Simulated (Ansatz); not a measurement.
**Run report: ZrS, single-point calculation**

ZrS (2 atoms in the cell), computed with DFT r2SCAN, scalar-relativistic, plane waves, PAW, no spin polarisation (Ansatz 0.2.0).

The structure derives from an entry of the Crystallography Open Database. It belongs to a series of runs on one base structure; here: strain +0.0250 x Voigt [0, 0, 0, 1, 0, 0], atoms carried along. Figures and captions count atoms from 1; the log counts them from 0 in places.

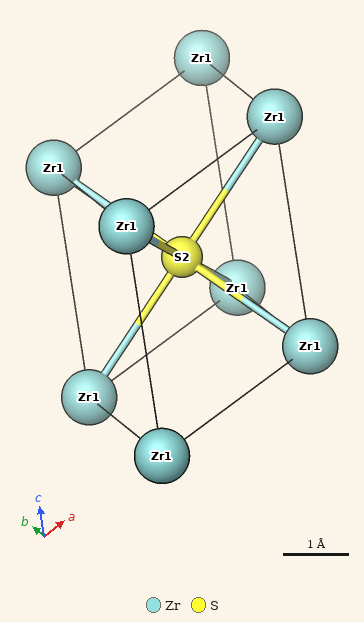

Fig. 1: The input geometry (ball-and-stick view of the reduced cell, seen slightly off an axis; atoms are numbered from 1 in the order of the input). An atom can appear more than once, as a periodic image. Near neighbours in the periodic cell (some may lie outside the picture): Zr has 6 S at 2.62 to 2.63 Å; S has 6 Zr at 2.62 to 2.63 Å.

Results in brief:

| quantity | value |
| --- | --- |
| outcome | converged |
| space group (tolerance 0.01 Å) | Immm (71) |
| electrons treated | 18 |
| free energy | −5103.9777 eV |
| Fermi energy | 14.820 eV |
| gap on the k-point mesh | none (metallic) |
| pressure | −1.97 GPa |
| largest force (length of the vector) | under 0.001 eV/Å |
| hardware | 1 thread of Intel Xeon @ 2.70GHz, 189 GiB of memory available, shared host |
| wall time | 45 s |
| peak memory | 0.89 GiB |

Input file:
```yaml
crystal:
  lattice:
    - [0.0, 2.6578125, 2.6578125]
    - [2.625, 0.0328125, 2.625]
    - [2.625, 2.625, 0.0328125]
  atoms:
    - { symbol: Zr, position: [0.0, 0.0, 0.0] }
    - { symbol: S, position: [0.5, 0.5, 0.5] }
basis:
  ecutwfc: 500
kpoints:
  mp_grid: { grid: [16, 16, 16] }
hamiltonian:
  xc: r2scan
scf:
  occupations: { method: gaussian, width: 0.15 }
output:
  forces: true
  stress: true
  eigenvalues: true
  write_density: true
  write_potential: true
  elf: true
  volumetric_format: npy
```

Launch command:
```bash
ansatz run input.yaml --threads 1 --pin off --max-ram 2560MiB --backend cpu --events-out ev --progress --plain --runs-dir out
```

What the program printed:
```
Engine: ansatz 0.2.0, x86_64-unknown-linux-gnu
Pseudopotentials: kind: paw
Pseudopotential: Zr, paw, valence charge 12, recommended cutoff 500 eV (meta_gga), Zr.paw.azcp
Pseudopotential: S, paw, valence charge 6, recommended cutoff 500 eV (meta_gga), S.paw.azcp
Functional definition: r2SCAN
  parameter k0 = 0.174
  parameter k1 = 0.065
  parameter a1 = 4.9479
  exchange = r2scan_x(k0 = k0, k1 = k1, a1 = a1)
  correlation = r2scan_c
Crystal: 2 atoms, lattice volume = 36.170 Å³
Basis set: ecut = 500 eV, 933 PW (Γ), exchange–correlation on 120×120×120 points (64 copies of the dense FFT grid, shifted against one another)
Bands: 13, of which v1, the nominal top of the filled ones, is band 9 counted from 1 (8 counted from 0)
Symmetry: 8 space group operations
Space group: Immm (ITA 71), of the structure as read, at distance tolerance 3.3e-5 Å
k-points: 621 of 4096
Non-local potential: Zr, projectors of the file, l = 0: 3, l = 1: 2, l = 2: 2, l = 3: 2
Non-local potential: S, projectors of the file, l = 0: 2, l = 1: 2, l = 2: 2
PAW form: soft (Blöchl's): semilocal exchange-correlation on the pseudo side does not see the compensation charge
PAW frozen core: Zr, regenerated for the run's functional (the file was generated under x = pbe(κ = 0.804, μ = 0.2195149727645171), c = pbe(β = 0.06672455060314922))
PAW frozen core: S, regenerated for the run's functional (the file was generated under x = pbe(κ = 0.804, μ = 0.2195149727645171), c = pbe(β = 0.06672455060314922))
PAW one-centre angular grid: Zr, 590 points (default); XC on 160 Gauss nodes
PAW one-centre angular grid: S, 302 points (default); XC on 160 Gauss nodes
Initial density: superposition of atomic densities (neutral atoms: chi_scale 0, normalization atom), corrected by the library's trained network
Initial wavefunctions: pseudopotential atomic-orbital guess
Functional: x = r2scan, c = r2scan; τ floored in thin density (d = 2e-4 eV/Å³)
SCF iter   1: F=—  HF=-5103.911829 eV  |F-HF|=—  |Δ(HF+E_count)|=         —  Δρ=7.27e-3  dr2=1.79e-2  dr2_τ=1.63e-2  ethr=1.77e-3  ⟨swp⟩=5.2  Hψ=106420  notcnv=0
automatic band count: the SCF goes on with 17 bands, as 13 were too few: the levels above may hold too much charge
preconditioner: auto → Kerker (q_TF=auto, 2.429 Å⁻¹)  [metal: Δε(μ)=0.011 eV  Ē_g=12.182 eV  σ=0.150 eV  W_gap=0.04  n_scr=14 (ndim 8)  ℏωp=19.5 eV  f_vac=0.000  D(μ)=1.24/eV (n_scr^D=14)]
SCF iter   2: F=—  HF=-5103.977932 eV  |F-HF|=—  |Δ(HF+E_count)|=   6.61e-2  Δρ=4.88e-3  dr2=8.36e-3  dr2_τ=1.60e-4  ethr=9.95e-5  ⟨swp⟩=2.0  Hψ=21634  notcnv=0  defer=1543
SCF iter   3: F=—  HF=-5103.977742 eV  |F-HF|=—  |Δ(HF+E_count)|=   1.91e-4  Δρ=1.29e-3  dr2=7.88e-4  dr2_τ=1.61e-4  ethr=4.64e-5  ⟨swp⟩=2.3  Hψ=14033  notcnv=0  defer=1543
SCF iter   4: F=—  HF=-5103.977654 eV  |F-HF|=—  |Δ(HF+E_count)|=   8.77e-5  Δρ=3.65e-4  dr2=2.78e-5  dr2_τ=1.97e-6  ethr=4.38e-6  ⟨swp⟩=2.2  Hψ=11933  notcnv=0  defer=1543
SCF iter   5: F=—  HF=-5103.977678 eV  |F-HF|=—  |Δ(HF+E_count)|=   2.39e-5  Δρ=8.50e-5  dr2=2.36e-6  dr2_τ=1.23e-7  ethr=1.54e-7  ⟨swp⟩=2.2  Hψ=13781  notcnv=0  defer=1543
SCF iter   6: F=—  HF=-5103.977681 eV  |F-HF|=—  |Δ(HF+E_count)|=   3.01e-6  Δρ=1.90e-5  dr2=1.67e-7  dr2_τ=2.59e-9  ethr=1.31e-8  ⟨swp⟩=2.0  Hψ=12014  notcnv=0  defer=1543
SCF iter   7: F=-5103.977681 eV  HF=-5103.977681 eV  |F-HF|=5.37e-9  |Δ(HF+E_count)|=   2.17e-7  Δρ=6.13e-6  dr2=1.72e-8  dr2_τ=5.89e-10  ethr=5.56e-10  ⟨swp⟩=12.6  Hψ=69871  notcnv=0
SCF 1 converged in 7 iterations: F = -5103.977681 eV  dr2 = 1.72e-8
  greatest PAW one-centre occupation: 0.989 electrons in one spin orbital (limit 2), on the Zr atom at site 0 (counted from 0), in its partial waves of l = 0
SCF converged after 7 iterations
Free energy (F): -5103.977681 eV
Harris-Foulkes:  -5103.977681 eV  (|F-HF|=5.37e-9)
Internal energy: -5103.963630 eV  (E = F + TS)
E sigma→0 (E₀):  -5103.970655 eV
Entropy (-TS):   -0.014051 eV (-7.026 meV/atom)
Fermi energy:    14.819760 eV
--- Per-component energies (eV) ---
  E_band       = -84.317044
  E_kinetic    = 443.696307
  E_local      = -697.267494  (includes V_loc(G=0)·N_el)
  E_nonlocal   = 107.336344
  E_hartree    = 219.666643
  E_xc         = -249.454615
  E_vxc        = -307.990200  (∫ρ·V_xc dr)
  E_paw        = -3580.590682  (= ΣΔE_a)
  E_vpaw       = -86.086088  (= ΣTr[D̂ρ^β])
  E_aug_tail   = 0.000009  (compensation charges beyond the density's cutoff)
  E_vtau       = 16.661366  (kinetic-family band-sum trace: ∫τ·v_τ [+ j·A + Jᵃ·Aᵃ] dr)
  E_ewald      = -1347.075635
  E_core_change = -0.274508  (= ΣΔE_core)
  E_smearing   = -0.014051  (= −TS)
  E_closure    = 0.000000  (closes the sum)
  Σ components = -5103.977681   (vs F -5103.977681, Δ=0.00e0)
--- Forces (eV/Å), atoms counted from 1 ---
  atom   1  Zr    -0.00000000     0.00000000    -0.00000000
  atom   2  S      0.00000000    -0.00000000     0.00000000
  max |Σ_I F_I| component: 4.73e-30 eV/Å
--- Stress (GPa, compression-positive) ---
       -2.033544       0.000000      -0.000000
        0.000000      -1.941512      -0.766367
       -0.000000      -0.766367      -1.941512
  P = ⅓ Tr σ = -1.9722 GPa (-19.722 kbar)
--- Band table (eV; the first three rows and the last of 621) ---
  k-point 0: bands = ["-37.0620", "-14.3527", "-14.3393", "-14.3209", "-1.9755", "10.7744", "10.8401", "10.9182", "13.2615", "13.3826", "13.5292", "14.1335", "14.1388", "17.1616", "22.5272", "27.0977", "27.1019"]
  k-point 1: bands = ["-37.0609", "-14.3538", "-14.3471", "-14.3291", "-1.9237", "10.5753", "10.5853", "10.6792", "13.3593", "13.4805", "13.6281", "14.4010", "14.4025", "17.3951", "22.6987", "26.8604", "26.9180"]
  k-point 2: bands = ["-37.0577", "-14.3841", "-14.3569", "-14.3373", "-1.7735", "9.8973", "10.1271", "10.2256", "13.6033", "13.7172", "13.8375", "15.0827", "15.0914", "18.0127", "23.1184", "26.2462", "26.3677"]
  k-point 620: bands = ["-37.0257", "-14.5335", "-14.5280", "-14.4669", "-0.8004", "8.2343", "8.3887", "8.4874", "14.7922", "14.8441", "16.6592", "17.2744", "17.2894", "22.8625", "23.0237", "23.3888", "23.6615"]
```

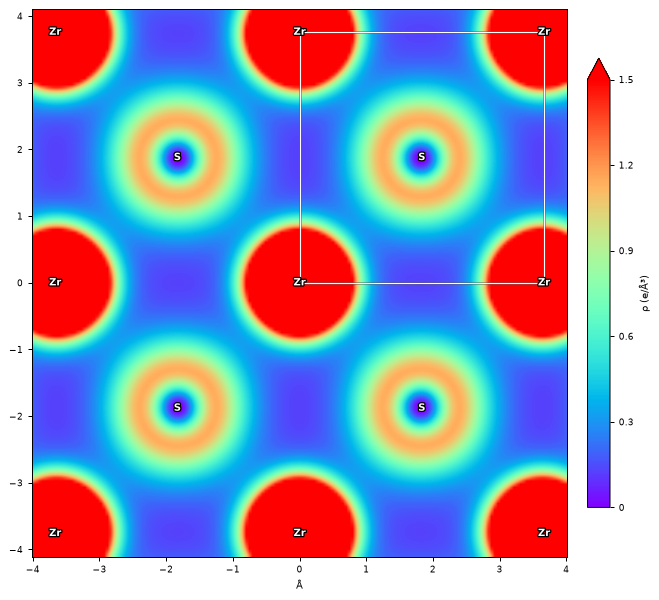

Fig. 2: Valence charge density (pseudo) on the (001) plane of the conventional cell. Atoms in the plane: Zr and S. Zr–S (2.63 Å): ρ at the midpoint is about 0.33 e/Å³. Away from the nuclei the density in this plane falls to 0.12 e/Å³ at its lowest. The fields are those of the smooth PAW valence density.

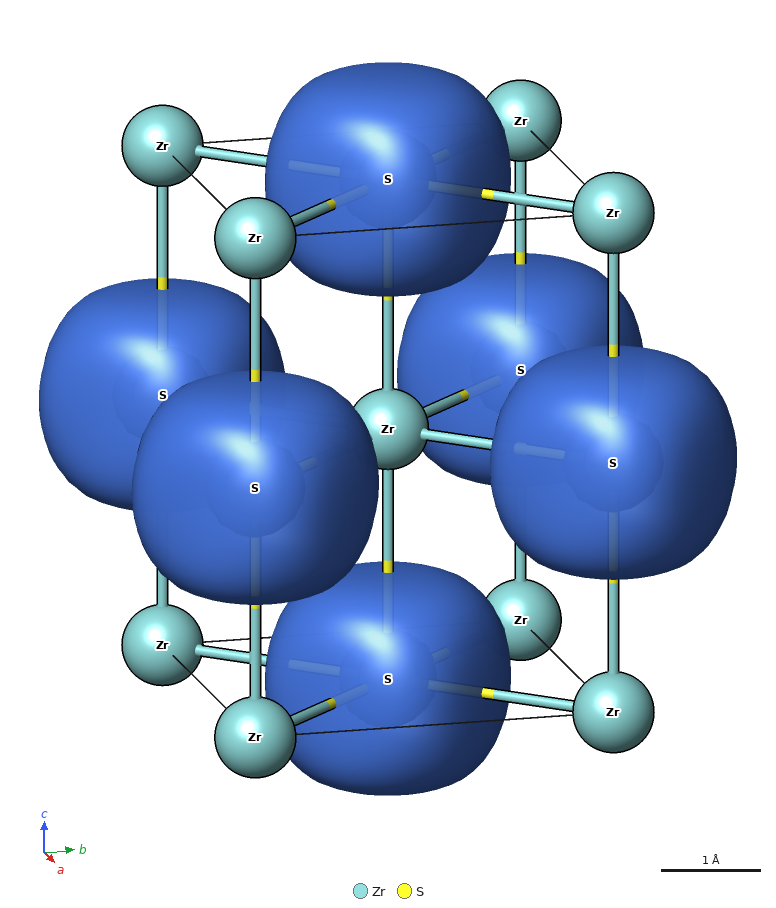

Fig. 3: Isosurface of the ELF at 0.6 (blue), seen slightly off an axis. Core shells and regions of very low density are left out. Sticks mark near contacts. The outline is the cell set on symmetry axes. Profiles from the grid: Zr–S (2.62 Å): the ELF is about 0.25 at the midpoint; a polar contact without a shared pair, in a metal.

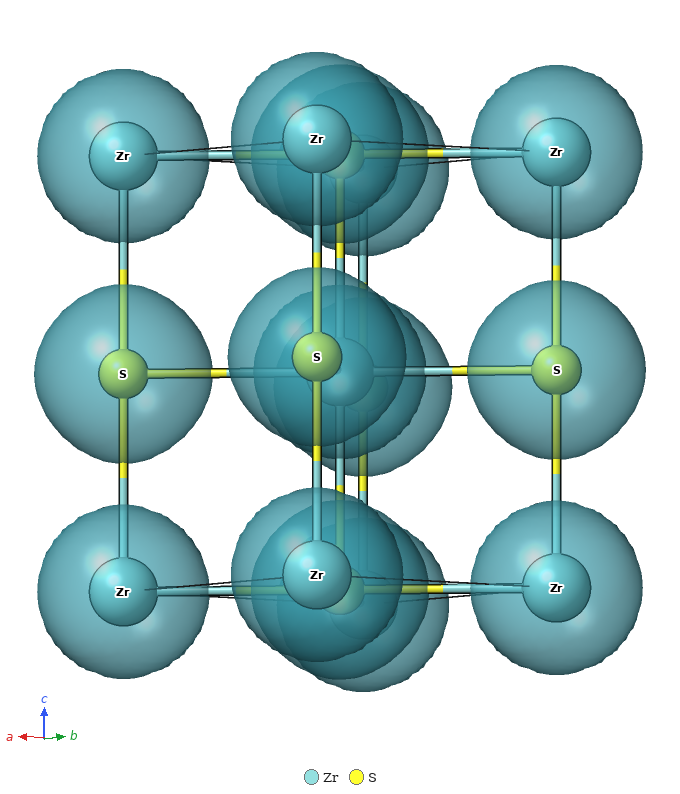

Fig. 4: Isosurface of the valence electron density at 0.5 e/Å³ (cyan), seen at an oblique angle. Sticks mark near contacts. The outline is the cell set on symmetry axes. At this value the density breaks into separate islands; it holds about 70 % of the electrons treated as valence (semicore included). It is pinched off along the Zr–S (2.62 Å) contacts. On the grid the lowest density along these lines, outside the cores, is 0.32 e/Å³ (Zr–S, 2.62 Å).
